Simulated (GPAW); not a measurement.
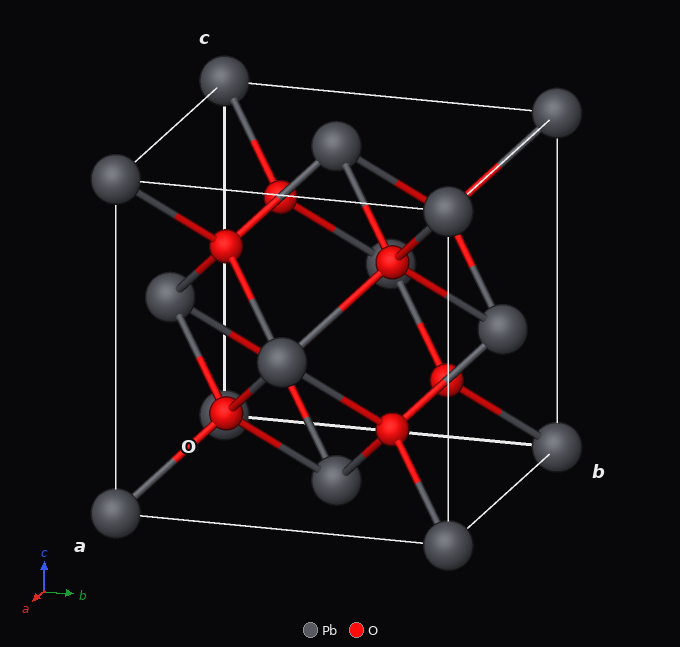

Crystal: PbO₂, a cell listed in the Materials Project, as set up for an electronic-structure calculation. One unit cell is drawn above. The drawing is computed from the coordinates (standard cell, symmetry found to 0.002 Å).

```cif
data_structure
_symmetry_space_group_name_H-M 'P 1'
_symmetry_Int_Tables_number 1
_cell_length_a 5.4040
_cell_length_b 5.4040
_cell_length_c 5.4040
_cell_angle_alpha 90.000
_cell_angle_beta 90.000
_cell_angle_gamma 90.000
_cell_volume 157.81
loop_
_atom_site_label
_atom_site_type_symbol
_atom_site_fract_x
_atom_site_fract_y
_atom_site_fract_z
_atom_site_occupancy
Pb1 Pb 0.00000 0.00000 0.00000 1
O1 O 0.25000 0.25000 0.75000 1
O2 O 0.25000 0.75000 0.75000 1
Pb2 Pb 0.00000 0.50000 0.50000 1
O3 O 0.25000 0.75000 0.25000 1
O4 O 0.25000 0.25000 0.25000 1
Pb3 Pb 0.50000 0.00000 0.50000 1
O5 O 0.75000 0.25000 0.25000 1
O6 O 0.75000 0.75000 0.25000 1
Pb4 Pb 0.50000 0.50000 0.00000 1
O7 O 0.75000 0.75000 0.75000 1
O8 O 0.75000 0.25000 0.75000 1
```

> What is its point group?

m-3m (Oh), order 48, cubic system: three fourfold axes, four threefold axes, six twofold axes, nine mirror planes, an inversion centre.

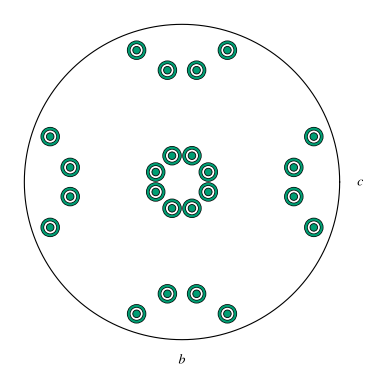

Stereographic projection: filled dots lie in the upper hemisphere, open rings in the lower. The poles are one general form. The a axis points at the viewer.

> What does this class allow?

Class m-3m is centrosymmetric, so neither piezoelectric nor pyroelectric; it is not chiral. Its Laue class is m-3m.
